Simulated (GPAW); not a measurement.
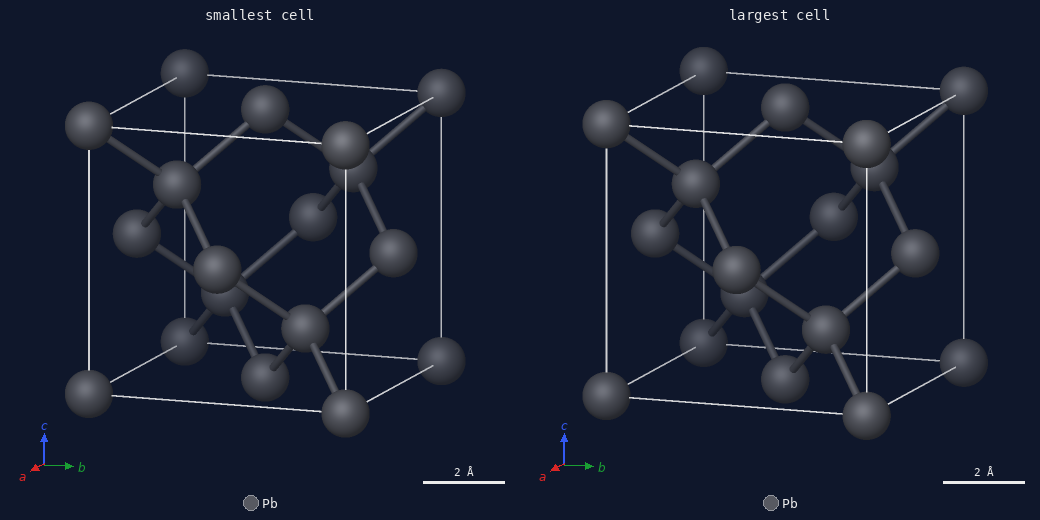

Pb, diamond, space group Fd-3m (No. 227), relaxed (cell and atoms, zero pressure) with five choices of dispersion term on top of PBEsol; the smallest and the largest of the relaxed conventional cells are drawn to one scale (sticks follow a distance rule). The start was a structure listed in the Materials Project. This isn't the form of Pb at room conditions, which is fcc.

Alike in all runs: GPAW 26.7.0; functional PBEsol; potentials PAW data sets generated in the run's folder for this functional; cutoff 600 eV; k mesh 7 × 7 × 7 on the run's cell of 2 atoms; occupations fermi-dirac, width 0.05 eV; no spin polarisation; no spin-orbit coupling. All runs are metallic.

```tsv
level	volume (Å³/atom)	a (Å)
D3(BJ)	?	?
none	40.85	6.888
D3	39.83	6.830
D3(BJ)-ATM	39.33	6.801
D4	39.94	6.836
```

**Fill in the row of D3(BJ).**

Volume 39.20 Å³/atom; a 6.794 Å. That is the smallest volume of all.

**Order the levels by the relaxed volume, smallest first.**

D3(BJ) (39.20 Å³/atom), D3(BJ)-ATM (39.33 Å³/atom), D3 (39.83 Å³/atom), D4 (39.94 Å³/atom), none (40.85 Å³/atom). Rows within a few tenths of a per cent can't be told apart.

Caveat: later steps reuse the first step's grids; pairwise dispersion terms can overbind metals strongly; spin-orbit coupling is left out, which matters for Pb, in volumes and forces too.
